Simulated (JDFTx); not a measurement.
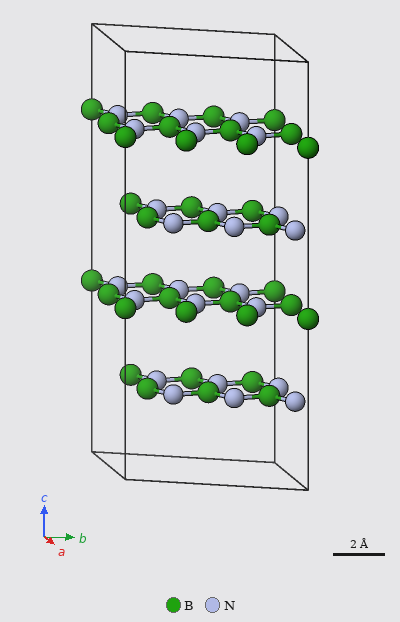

The structure (ball-and-stick view of the 2 × 3 repeat of the cell, with the vacuum cut short, seen slightly off an axis). An atom can appear more than once, as a periodic image.

## Field calculation of BN

- system: BN (slab, 8 atoms in the cell)
- method: Kohn-Sham DFT of a periodic cell, LDA, PseudoDojo-SR-LDA-0.4.1-standard, no spin polarisation (JDFTx 1.7.0 (patched build))

The structure derives from a Materials Project entry.

### Input
```
lattice \
    4.7275396615     2.3608248199     0.0000000000 \
    0.0000000000     4.0958683353     0.0000000000 \
    0.0000000000     0.0000000000    48.1614607827
coords-type Cartesian
ion B      3.5438373918     2.0477349037    14.1729459347 0
ion B      7.0880196324     4.0956690714    20.7781355725 0
ion B      3.5438373918     2.0477349037    27.3833252102 1
ion B      7.0880196324     4.0956690714    33.9885148480 1
ion N      5.9070790421     3.4132863888    14.1729459347 0
ion N      2.3628968015     1.3653522211    20.7781355725 0
ion N      5.9070790421     3.4132863888    27.3833252102 1
ion N      2.3628968015     1.3653522211    33.9885148480 1

ion-species pseudo/B.upf
ion-species pseudo/N.upf
elec-cutoff 42
elec-ex-corr lda-PW
kpoint-folding 6 6 1
elec-smearing Fermi 0.0018374661
elec-n-bands 23
electronic-SCF nIterations 100 energyDiffThreshold 1e-08
electronic-minimize nIterations 30 energyDiffThreshold 1e-7
coulomb-interaction Slab 001
coulomb-truncation-embed 0.000000 0.000000 24.080730
electric-field 0 0 0.00291704
converge-empty-states yes
forces-output-coords Cartesian

dump-name run.$VAR
dump End Ecomponents EigStats BandEigs Kpoints Forces Dipole ElecDensity Dtot KEdensity
```

Hardware: 1 thread of Arm Neoverse V1, 24 GiB of memory available, shared host.

Launched with:
```bash
jdftx -c 1 -i BN.in -o BN.out
```

### Output
```
*************** JDFTx 1.7.0 (patched build) ***************

Input parsed successfully to the following command list (including defaults):
[... the input with its defaults ...]

---------- Setting up symmetries ----------
NOTE: 16 of 24 lattice symmetries do not hold to symmetry-threshold for each of the lattice vectors and are left out
      (lattice vectors typed with more digits may keep them).

Found 8 point-group symmetries of the bravais lattice
Found 2 space-group symmetries with basis
reduced to 2 space-group symmetries with electric field
Applied RMS atom displacement 5.22248e-11 bohrs to make symmetries exact.

---------- Initializing the Grid ----------
R =
[      4.72754      2.36082            0  ]
[            0      4.09587            0  ]
[            0            0      48.1615  ]
unit cell volume = 932.569
G =
[    1.32906  -0.766059          0  ]
[          0    1.53403          0  ]
[          0          0   0.130461  ]
Minimum fftbox size, Smin = [  28  28  284  ]
Chosen fftbox size, S = [  28  28  288  ]

---------- Exchange Correlation functional ----------
Initalized Slater LDA exchange.
Initalized Perdew-Wang LDA correlation.

---------- Setting up pseudopotentials ----------
Width of ionic core gaussian charges (only for fluid interactions / plotting) set to 0

Reading pseudopotential file 'pseudo/B.upf':
  'B' pseudopotential, 'SLA  PW   NOGX NOGC' functional
  Generated using ONCVPSP code by D. R. Hamann
  3 valence electrons, 2 orbitals, 4 projectors, 1001 radial grid points, with lMax = 1
    2S    l: 0   occupation:  2.0   eigenvalue: -0.344843
    2P    l: 1   occupation:  1.0   eigenvalue: -0.136532
  Core radius for overlap checks: 1.18 bohrs.

Reading pseudopotential file 'pseudo/N.upf':
  'N' pseudopotential, 'SLA  PW   NOGX NOGC' functional
  Generated using ONCVPSP code by D. R. Hamann
  5 valence electrons, 2 orbitals, 4 projectors, 1001 radial grid points, with lMax = 1
    2S    l: 0   occupation:  2.0   eigenvalue: -0.676963
    2P    l: 1   occupation:  3.0   eigenvalue: -0.266038
  Core radius for overlap checks: 1.31 bohrs.

Initialized 2 species with 8 total atoms.

Folded 1 k-points by 6x6x1 to 36 k-points.

---------- Setting up k-points, bands, fillings ----------
Adding inversion symmetry to k-mesh for non-inversion-symmetric unit cell.
Reduced to 13 k-points under symmetry.
Computing the number of bands and number of electrons
Calculating initial fillings.
nElectrons:  32.000000   nBands: 23   nStates: 13

----- Setting up reduced wavefunction bases (one per k-point) -----
average nbasis = 12128.750 , ideal nbasis = 12124.079

---------- Setting up coulomb interaction ----------
Setting up double-sized grid for truncated Coulomb potentials:
R =
[      4.72754      2.36082            0  ]
[            0      4.09587            0  ]
[            0            0      96.3229  ]
unit cell volume = 1865.14
G =
[    1.32906  -0.766059          0  ]
[          0    1.53403          0  ]
[          0          0  0.0652304  ]
Chosen fftbox size, S = [  28  28  576  ]
Integer grid location selected as the embedding center:
   Grid: [  0  0  144  ]
   Lattice: [  0  0  0.5  ]
   Cartesian: [  0  0  24.0807  ]
Constructing Wigner-Seitz cell: 8 faces (6 quadrilaterals, 2 hexagons)
Range-separation parameter for embedded mesh potentials due to point charges: 0.51838 bohrs.
Initialized slab truncation along lattice direction 001

---------- Setting up 2D ewald sum ----------
Optimum gaussian width for ewald sums = 2.625084 bohr.
Real space sums over 289 unit cells with max indices [  8  8  0  ]
Reciprocal space sums over 81 terms with max indices [  4  4  0  ]

---------- Allocating electronic variables ----------
Initializing wave functions:  linear combination of atomic orbitals
B pseudo-atom occupations:   s ( 2 )  p ( 1 )
N pseudo-atom occupations:   s ( 2 )  p ( 3 )
	FillingsUpdate:  mu: -0.176472726  nElectrons: 32.000000
LCAOMinimize: Iter:   0  F: -51.2907692255627836  |grad|_K:  7.881e-03  alpha:  1.000e+00
	FillingsUpdate:  mu: -0.241754487  nElectrons: 32.000000
LCAOMinimize: Iter:   1  F: -51.4797758354052348  |grad|_K:  9.723e-04  alpha:  3.650e-01  linmin: -5.017e-01  cgtest:  9.396e-01
LCAOMinimize: Encountered beta<0, resetting CG.
[... 7 lines of inner loops ...]
LCAOMinimize: Iter:   5  F: -51.4825115869322474  |grad|_K:  4.389e-07  alpha:  4.355e-01  linmin: -4.462e-03  cgtest:  2.352e-02
	FillingsUpdate:  mu: -0.244122683  nElectrons: 32.000000
LCAOMinimize: Iter:   6  F: -51.4825115881704249  |grad|_K:  8.844e-08  alpha:  7.963e-01  linmin: -2.463e-02  cgtest:  1.765e-01
LCAOMinimize: Converged (|Delta F|<1.000000e-06 for 2 iters).

-------- Electronic minimization -----------
Will mix electronic density at each iteration.
	FillingsUpdate:  mu: -0.244122683  nElectrons: 32.000000
	FillingsUpdate:  mu: -0.252684526  nElectrons: 32.000000
SCF: Cycle:  0   F: -51.837967932333768   dF: -3.555e-01   |Residual|: 2.046e-01   |deigs|: 4.107e-02
	FillingsUpdate:  mu: -0.242575019  nElectrons: 32.000000
SCF: Cycle:  1   F: -51.857116939293284   dF: -1.915e-02   |Residual|: 1.163e-01   |deigs|: 1.994e-02
	FillingsUpdate:  mu: -0.229686989  nElectrons: 32.000000
SCF: Cycle:  2   F: -51.865070623618912   dF: -7.954e-03   |Residual|: 1.835e-02   |deigs|: 2.248e-02
	FillingsUpdate:  mu: -0.228145541  nElectrons: 32.000000
SCF: Cycle:  3   F: -51.865522143202909   dF: -4.515e-04   |Residual|: 1.175e-02   |deigs|: 2.386e-03
	FillingsUpdate:  mu: -0.223962870  nElectrons: 32.000000
SCF: Cycle:  4   F: -51.865818785379972   dF: -2.966e-04   |Residual|: 5.545e-03   |deigs|: 5.375e-03
	FillingsUpdate:  mu: -0.221639322  nElectrons: 32.000000
SCF: Cycle:  5   F: -51.865936680197755   dF: -1.179e-04   |Residual|: 4.158e-03   |deigs|: 2.817e-03
	FillingsUpdate:  mu: -0.215555361  nElectrons: 32.000000
SCF: Cycle:  6   F: -51.866151572422154   dF: -2.149e-04   |Residual|: 3.259e-03   |deigs|: 5.736e-03
	FillingsUpdate:  mu: -0.200000000  nElectrons: 32.000000
SCF: Cycle:  7   F: -51.866283436256701   dF: -1.319e-04   |Residual|: 3.290e-03   |deigs|: 5.719e-03
	FillingsUpdate:  mu: -0.197741984  nElectrons: 32.000000
SCF: Cycle:  8   F: -51.866477426412786   dF: -1.940e-04   |Residual|: 2.738e-03   |deigs|: 1.024e-02
	FillingsUpdate:  mu: -0.183501556  nElectrons: 32.000000
SCF: Cycle:  9   F: -51.866616602852950   dF: -1.392e-04   |Residual|: 3.881e-03   |deigs|: 1.202e-02
	FillingsUpdate:  mu: -0.165555887  nElectrons: 32.000000
SCF: Cycle: 10   F: -51.866672557507435   dF: -5.595e-05   |Residual|: 1.880e-03   |deigs|: 1.599e-02
	FillingsUpdate:  mu: -0.154185692  nElectrons: 32.000000
SCF: Cycle: 11   F: -51.866673171359231   dF: -6.139e-07   |Residual|: 2.316e-03   |deigs|: 1.071e-02
	FillingsUpdate:  mu: -0.149171607  nElectrons: 32.000000
SCF: Cycle: 12   F: -51.866673526746951   dF: -3.554e-07   |Residual|: 1.099e-03   |deigs|: 4.619e-03
	FillingsUpdate:  mu: -0.142586247  nElectrons: 32.000000
SCF: Cycle: 13   F: -51.866672698300803   dF: +8.284e-07   |Residual|: 7.521e-04   |deigs|: 6.086e-03
	FillingsUpdate:  mu: -0.138297222  nElectrons: 32.000000
SCF: Cycle: 14   F: -51.866673858544843   dF: -1.160e-06   |Residual|: 5.428e-04   |deigs|: 4.245e-03
	FillingsUpdate:  mu: -0.136084376  nElectrons: 32.000000
SCF: Cycle: 15   F: -51.866676086406862   dF: -2.228e-06   |Residual|: 4.497e-04   |deigs|: 2.717e-03
	FillingsUpdate:  mu: -0.134251283  nElectrons: 32.000000
SCF: Cycle: 16   F: -51.866677866428461   dF: -1.780e-06   |Residual|: 3.619e-04   |deigs|: 2.177e-03
	FillingsUpdate:  mu: -0.133569008  nElectrons: 32.000000
SCF: Cycle: 17   F: -51.866678720077267   dF: -8.536e-07   |Residual|: 2.303e-04   |deigs|: 1.025e-03
	FillingsUpdate:  mu: -0.133774399  nElectrons: 32.000000
SCF: Cycle: 18   F: -51.866679321104620   dF: -6.010e-07   |Residual|: 1.165e-04   |deigs|: 4.500e-04
	FillingsUpdate:  mu: -0.133638259  nElectrons: 32.000000
SCF: Cycle: 19   F: -51.866679944697054   dF: -6.236e-07   |Residual|: 1.117e-04   |deigs|: 5.288e-04
	FillingsUpdate:  mu: -0.133464692  nElectrons: 32.000000
SCF: Cycle: 20   F: -51.866680339804624   dF: -3.951e-07   |Residual|: 8.006e-05   |deigs|: 2.820e-04
	FillingsUpdate:  mu: -0.133562722  nElectrons: 32.000000
SCF: Cycle: 21   F: -51.866680868002888   dF: -5.282e-07   |Residual|: 7.317e-05   |deigs|: 2.475e-04
	FillingsUpdate:  mu: -0.133941482  nElectrons: 32.000000
SCF: Cycle: 22   F: -51.866681392341803   dF: -5.243e-07   |Residual|: 5.951e-05   |deigs|: 4.168e-04
	FillingsUpdate:  mu: -0.134228130  nElectrons: 32.000000
SCF: Cycle: 23   F: -51.866681523724331   dF: -1.314e-07   |Residual|: 2.216e-05   |deigs|: 4.308e-04
	FillingsUpdate:  mu: -0.134279429  nElectrons: 32.000000
SCF: Cycle: 24   F: -51.866681532898298   dF: -9.174e-09   |Residual|: 1.295e-05   |deigs|: 6.056e-05
	FillingsUpdate:  mu: -0.134283607  nElectrons: 32.000000
SCF: Cycle: 25   F: -51.866681535576170   dF: -2.678e-09   |Residual|: 8.689e-06   |deigs|: 4.415e-05
SCF: Converged (|Delta E|<1.000000e-08 for 2 iters).

Setting wave functions to eigenvectors of Hamiltonian
Converging empty states (this may take a while):
EmptyStates: None of the convergence criteria satisfied.
|deigs|: 6.518e-04

# Ionic positions in cartesian coordinates:
ion B   3.543837391788389   2.047734903720094  14.172945934700001 0
ion B   7.088019632435080   4.095669071339290  20.778135572500002 0
ion B   3.543837391788389   2.047734903720094  27.383325210200002 1
ion B   7.088019632435080   4.095669071339290  33.988514848000001 1
ion N   5.907079042111611   3.413286388779907  14.172945934700001 0
ion N   2.362896801464920   1.365352221160710  20.778135572500002 0
ion N   5.907079042111611   3.413286388779907  27.383325210200002 1
ion N   2.362896801464920   1.365352221160710  33.988514848000001 1

# Forces in Cartesian coordinates:
force B  -0.000071289861910  -0.000041193407704   0.000053348614567 0
force B  -0.000168184827568  -0.000097182207765  -0.000762678315303 0
force B  -0.000168053125159  -0.000097106106186  -0.000797008299360 1
force B  -0.000076198311407  -0.000044029656168  -0.001634262232021 1
force N   0.000084221111188   0.000048665469080   0.000616142873248 0
force N   0.000167857510853   0.000096993074408   0.000749156547441 0
force N   0.000167713818381   0.000096910044613   0.000738064724613 1
force N   0.000063973853938   0.000036966000173   0.000815605791774 1

# Energy components:
   Eewald =    -1451.8778437784249036
Eexternal =       -0.0002060039399901
       EH =    -1411.3616061617440209
     Eloc =     2793.8623145696192296
      Enl =       -4.6811537849395615
      Exc =      -17.2051654114623922
 Exc_core =        1.8153358466348049
       KE =       37.5816431886807649
-------------------------------------
     Etot =      -51.8666815355761699
       TS =        0.0000000000000030
-------------------------------------
        F =      -51.8666815355761699

IonicMinimize: Iter:   0  F: -51.866681535576170  |grad|_K:  6.194e-04
IonicMinimize: None of the convergence criteria satisfied after 0 iterations.

#--- Lowdin population analysis ---
# oxidation-state B +0.441 +0.427 +0.427 +0.440
# oxidation-state N -0.380 -0.373 -0.373 -0.380

Dumping 'run.eigStats' ...
	eMin: -0.878646 at state 0 ( [ +0.000000 +0.000000 +0.000000 ] spin 0 )
	HOMO: -0.213054 at state 11 ( [ +0.333333 -0.333333 +0.000000 ] spin 0 )
	mu  : -0.134231
	LUMO: -0.083502 at state 12 ( [ +0.500000 +0.500000 +0.000000 ] spin 0 )
	eMax: +0.217477 at state 11 ( [ +0.333333 -0.333333 +0.000000 ] spin 0 )
	HOMO-LUMO gap: +0.129551
	Optical gap  : +0.141330 at state 11 ( [ +0.333333 -0.333333 +0.000000 ] spin 0 )
WARNING: the last solve of the electrons (or of bands or displaced states from it) ended unconverged.
Done!
```

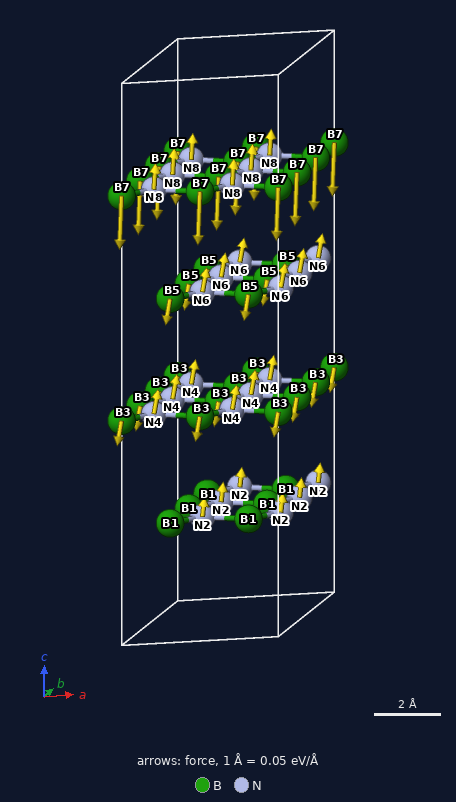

Forces on the atoms as yellow arrows (ball-and-stick view of the 2 × 3 repeat of the cell, with the vacuum cut short, seen slightly off an axis; atoms are numbered from 1 in the order of the input); the smallest are left out. The largest act on B7 (0.08 eV/Å); B5 (0.04 eV/Å); N8 (0.04 eV/Å); B3 (0.04 eV/Å), among others. The geometry is not a stationary point of this energy.

### Key numbers

| quantity | value |
| --- | --- |
| outcome | converged |
| electrons treated | 32 |
| free energy | −1411.3643 eV |
| gap on the k-point mesh | 3.53 eV |
| largest force (length of the vector) | 0.084 eV/Å |
| dipole moment | 0.18 D |
| wall time | 5.2 min |
| peak memory | 0.19 GiB |

### Remarks

Notes on the run: WARNING: the last solve of the electrons (or of bands or displaced states from it) ended unconverged. Points of doubt noted for this run: coarse mesh; slab dipole by some per cent.
